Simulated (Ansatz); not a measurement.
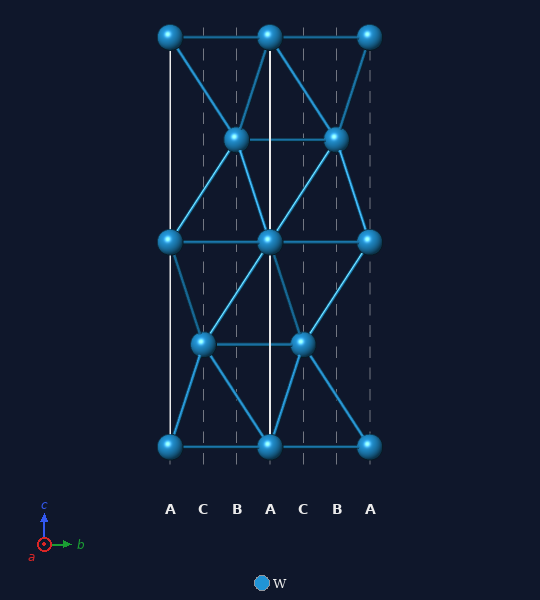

Projection along an edge of the hexagonal mesh, stacking direction c upwards. The dashed lines mark the three columns A (0, 0), B (1/3, 2/3) and C (2/3, 1/3). The sequence starts with the first layer at or above the cell's origin.

W: coordinates from a relaxation with Ansatz 0.2.0, DFT r2SCAN, scalar-relativistic, plane waves, PAW; the starting structure was generated, so it need not be a known form of this composition.

**List the layers of one repeat.**

W(A) – W(C) – W(A) – W(B) (four layers in 9.83 Å).

**Taking all atoms as equal spheres, what packing is it?**

As equal spheres, ACAB: a mixed close packing, (ch) in Jagodzinski's notation.

**What short polytype symbol fits?**

Polytype symbol 4H, Ramsdell's symbol (number of layers in the repeat and lattice).

Heights of the layers:

```csv
layer,atoms (column),height (Å),to next (Å)
1,W(A),0.00,2.46
2,W(C),2.46,2.46
3,W(A),4.91,2.46
4,W(B),7.37,2.46
```
